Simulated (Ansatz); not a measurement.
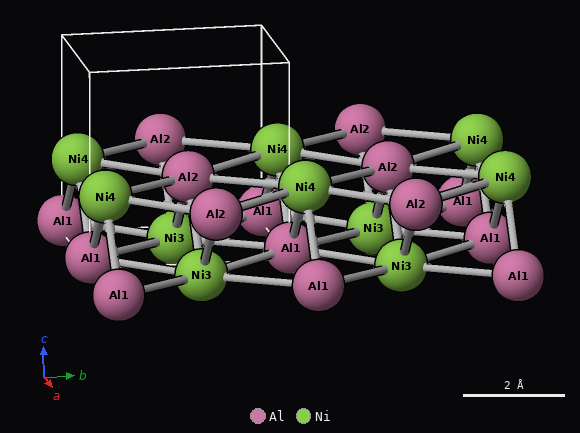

Starting structure of solid AlNi (set up in P-1). Style: ball-and-stick. Shown: the cell of the calculation, repeated 2 × 2 × 1 with one cell outlined, slightly off an axis.

Case: a zone-boundary wave of random shape, sigma 0.1 Å; relaxed back.

The calculation used Ansatz, DFT r2SCAN, scalar-relativistic, plane waves, PAW.

Input file:
```yaml
crystal:
  lattice:
    - [-2.0223875562, 2.0221673115, 0.0]
    - [2.0223875562, 2.0221673115, 2.8700173316]
    - [2.0223875562, 2.0221673115, -2.8700173316]
  atoms:
    - { symbol: Al, position: [1.0017239075, 0.0058962585, 0.0555043068] }
    - { symbol: Al, position: [0.9982760925, 0.4941037415, 0.4444956932] }
    - { symbol: Ni, position: [0.4462883684, 0.497755111, 1.026635926] }
    - { symbol: Ni, position: [0.5537116316, 0.002244889, 0.473364074] }
basis:
  ecutwfc: 500
kpoints:
  mp_grid: { grid: [12, 8, 8] }
hamiltonian:
  xc: r2scan
scf:
  occupations: { method: gaussian, width: 0.15 }
output:
  forces: true
  stress: true
  eigenvalues: true
  write_density: true
  write_potential: true
  elf: true
  volumetric_format: npy
relax:
  adjacent_minimum: "off"
  f_tol: 0.01
  max_steps: 80
  cell: { stress_tol: 0.1 }
```

Launched with:
```bash
ansatz run input.yaml --threads 2 --pin off --max-ram 5120MiB --backend cpu --events-out ev --progress --plain --runs-dir out
```

**Predict the outcome.**

The largest moves relative to the cell, 0.23 Å, are those of Al1 and Al2. Al1 goes roughly along −c. Largest moves by element: Al 0.23 Å, Ni 0.19 Å. The drawn cell changes at constant volume: a 2.860 → 2.851 Å (−0.3 %), b = c 4.052 → 4.058 Å (+0.2 %), α 90.2° → 90.0°. Some distances before and after: Al1–Ni4 2.838 → 2.480 Å, Al1–Ni4 (another image) 2.123 → 2.480 Å, Al1–Ni4 (another image) 2.684 → 2.480 Å, Al1–Ni4 (another image) 2.315 → 2.480 Å. Within 0.06 Å the space group is P-1 at the start and Pm-3m at the end; at a tighter tolerance small leftover displacements or strains of the cell lower it. After 4 accepted moves (5 points after the start) the energy has fallen by 1.300 eV per cell of the calculation. Largest force component: 2.5 eV/Å at the start, 0.00015 eV/Å at the end. The pressure goes from 13.55 to −0.01 GPa. The SCF was repeated once at an unchanged geometry on a basis and grid sized afresh for the cell, which shifted the energy by less than 0.05 meV per cell of the calculation at most.

Step by step:

```csv
step,"E − E(0), meV/atom","largest force component, eV/Å","pressure, GPa","volume, Å³/atom",note
0,0.00,2.4967,13.55,11.737,
1,-213.98,1.3719,10.25,11.370,
2,-316.34,0.0229,-5.56,12.145,
3,-325.04,0.0016,0.10,11.731,
4,-325.11,0.0002,-0.01,11.738,
5,-325.11,0.0001,-0.01,11.738,"same geometry, new basis"
```

The end point in the same view:

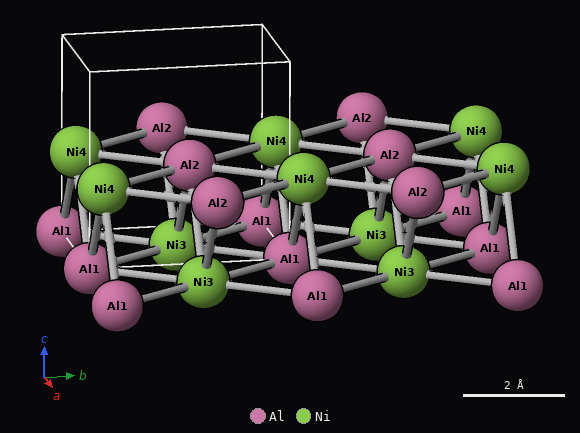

Limits of the set-up: an element that often carries a moment was run without spin polarisation.
